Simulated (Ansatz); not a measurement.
The calculation's input:

```
crystal:
  lattice:
    - [0.0, 3.2319988239, 3.2319988239]
    - [3.2319988239, 0.0, 3.2319988239]
    - [3.2319988239, 3.2319988239, 0.0]
  atoms:
    - { symbol: Mg, position: [0.0, 0.0, 0.0] }
    - { symbol: Te, position: [0.75, 0.75, 0.75] }
basis:
  ecutwfc: 420
  fft_grid_basis: typed
kpoints:
  mp_grid: { grid: [8, 8, 8] }
hamiltonian:
  xc: pbe
scf:
  occupations: { method: gaussian, width: 0.05 }
output:
  forces: true
  stress: true
  eigenvalues: true
  bader: true
  write_density: true
  volumetric_format: npy
  elf: true
```

Run with:

```sh
ansatz run input.yaml --threads 1 --pin off --max-ram 2560MiB --backend cpu --events-out ev --progress --plain --runs-dir out
```

The picture shows the conventional cell (a = 6.46 Å, b = 6.46 Å, c = 6.46 Å, α = 90.00°, β = 90.00°, γ = 90.00°).

Space group F-43m. The cell comes from a database of computed structures, not from a measurement.

All numbers below come from DFT PBE, scalar-relativistic, plane waves, PAW in Ansatz.

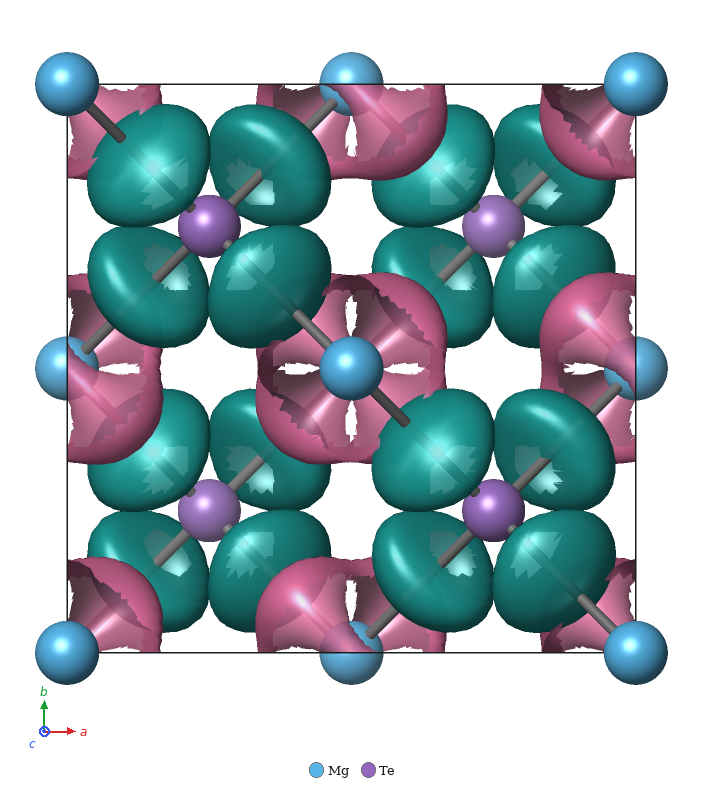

MgTe. Density of the crystal less the sum of free-atom densities: teal surfaces at +0.03 and pink ones at −0.03 e/Å³, in the conventional cell seen along the c axis (the regions close to the nuclei are left out). Cores are masked to 0.9 Å (Mg) and 0.9 Å (Te).

In a PAW calculation such maps are meaningful between the atoms, not at the nuclei.

Question: Read the map: where is density gained and where lost?

Answer: Mg–Te (2.80 Å): Δρ is +0.08 e/Å³ at the midpoint, with a peak of 0.09 e/Å³ 1.2 Å from Te: bond charge of a polar bond.
- Over the whole cell, outside the masked cores, the largest gain, 0.09 e/Å³, lies 1.2 Å from a tellurium nucleus and 1.6 Å from a magnesium one, and the largest loss, 0.05 e/Å³, lies 1.0 Å from a magnesium nucleus.
- The rearranged charge, half the integral of |Δρ|, is about 0.22 e an atom.
- Bader charges: Mg +1.54 and Te −1.54 e.

Question: Metal or insulator at this level?

Answer: It is gapped, with a Kohn–Sham gap of 2.4 eV on the k-point mesh.

Cost of the run: 19 s on 1 thread of Arm Neoverse V1, on a shared host, peak memory 0.33 GiB.
